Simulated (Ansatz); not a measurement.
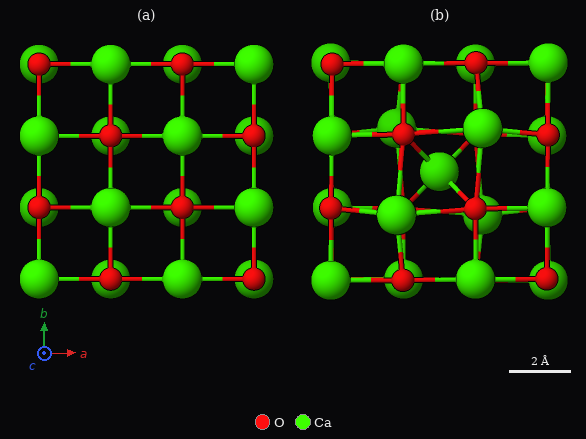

Left: perfect CaO. Right: the same region with one point defect, after relaxing the atoms in a supercell of 64 sites. A ball-and-stick model of the atoms within 6.0 Å of one point, in a slice 3.4 Å thick across the line of sight, seen along the c axis.

These are results of Ansatz, DFT, PBEsol, PAW, plane waves, not measurements. Set-up: plane-wave cutoff 420 eV; k-point mesh 1 × 1 × 1; mesh shifted by (0.25, 0.25, 0.25); collinear spin. Fermi-Dirac smearing of 0.01 eV. A uniform background neutralises the charged cell. The axes drawn are those of the host's conventional cell.

Which defect is it?

An extra calcium atom is put between the host's atoms (an interstitial).

The charge state of the cell is +1.

How does the lattice respond?

The Ca atom starts with 4 Ca at 2.06 to 2.07 Å, 4 O at 2.06 to 2.07 Å around its place and ends with 4 O at 2.11 Å, 4 Ca at 2.50 Å. Of the host's atoms, a calcium atom moves furthest from its site, by 0.43 Å. The cell's net moment is 1.00 μB.

Limits of the set-up: the cell is charged, on a uniform background, and energies carry no finite-size correction.
